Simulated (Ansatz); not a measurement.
Sn (Pm-3m, No. 221): the geometry relaxed with DFT, r2SCAN, plane waves (500 eV) with PAW, scalar-relativistic (Ansatz); the starting structure was generated, so it need not be a known form of this composition.

```
Sn
1.0
     3.05193    0.00000    0.00000
     0.00000    3.05193    0.00000
     0.00000    0.00000    3.05193
Sn
1
Direct
  0.00000 0.00000 0.00000
```

Question: What will a dark-field STEM-like image along [110] show? Simulated incoherent Z contrast: every atom adds Z^1.6 spread by a probe of 1.09 Å full width; channelling and multiple scattering are left out. The probe carries 25 % of its weight in a tail 2.5 times as wide. The display is stretched by a gamma of 0.8; percentages refer to the linear signal. Shot noise and the speckle of an amorphous layer were added.

Answer: The columns repeat on a rectangular net of 2.16 × 3.05 Å (plane group p2mm). All columns are alike (Sn). The shortest distance between visible columns is 2.16 Å in projection. Along the beam the structure repeats every 4.32 Å.

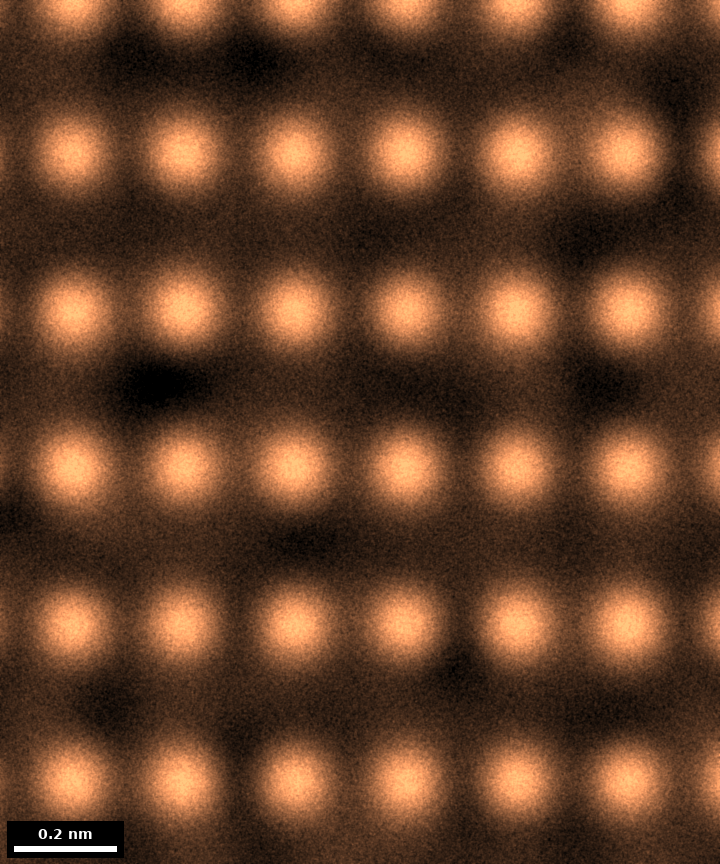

The simulated image.
